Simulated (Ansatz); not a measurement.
System: EuS, space group Fm-3m, 2 atoms in the cell.

```yaml
crystal:
  lattice:
    - [0.00000, 2.97850, 2.97850]
    - [2.97850, 0.00000, 2.97850]
    - [2.97850, 2.97850, 0.00000]
  atoms:
    - { symbol: Eu, position: [0.50000, 0.50000, 0.50000] }
    - { symbol: S, position: [0.00000, 0.00000, 0.00000] }
```

Method: DFT PBE+U, scalar-relativistic, plane waves, PAW, Ueff = 6 eV on Eu f, spin-polarised, 6×6×6 k mesh, 420 eV cutoff, Gaussian smearing of 0.1 eV (Ansatz).

How will the Eu f shell be filled?

Counting eigenvalues over 0.6 as filled, Eu has 7 filled f states (f⁷), 7 up and 0 down; the eigenvalues sum to 7.0.

The run may have settled in a state above the lowest, so this need not be the ground state. The k mesh is coarse for this system. Spin-orbit coupling is left out, which matters for Eu. Open shells can settle in several states, and this one need not be the lowest.

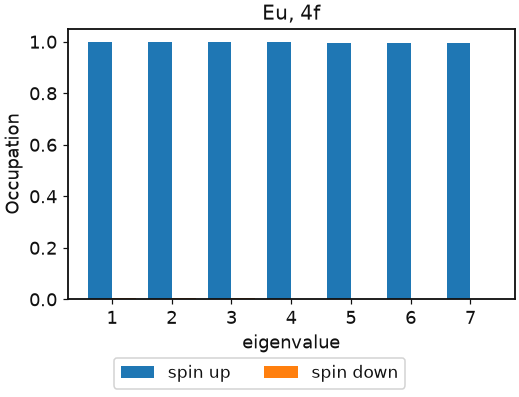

Eigenvalues of the local occupation matrix of the f shell (Löwdin-orthogonalised atomic projectors).
